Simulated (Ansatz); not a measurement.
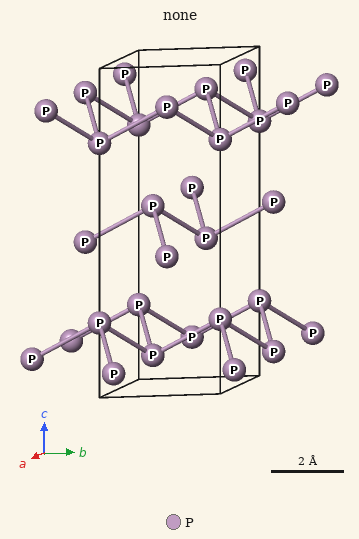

Solid P (set up in R-3m), relaxed (cell and atoms) with several dispersion corrections. The picture shows the result with none. The picture is a ball-and-stick view of the conventional cell (3 times the calculation's cell), seen slightly off an axis. Lengths and directions refer to the drawn axes.

Computed with Ansatz 0.2.0: r2SCAN, Ansatz PAW. Settings: plane-wave cutoff 500 eV; k-point mesh 9 × 9 × 9; occupations fermi-dirac; smearing width 0.05 eV; no spin polarisation; cell and atoms relaxed; force threshold 0.01 eV/Å.

```csv
dispersion correction,volume (Å³/atom),a (Å),c (Å)
rVV10,?,?,?
none,16.245,3.465,9.375
D4,15.741,3.451,9.155
D3(BJ)-ATM,15.723,3.451,9.149
D3(BJ),15.557,3.445,9.081
```

**Fill in the missing row.**

With rVV10 the volume falls between D4 (15.741) and none (16.245). The calculation gives 15.927 Å³/atom (a = 3.459 Å, c = 9.220 Å). In order of volume: D3(BJ) < D3(BJ)-ATM < D4 < rVV10 < none; the spread is 4.4 %.

Each member starts from this one structure; whether another phase lies lower wasn't checked.
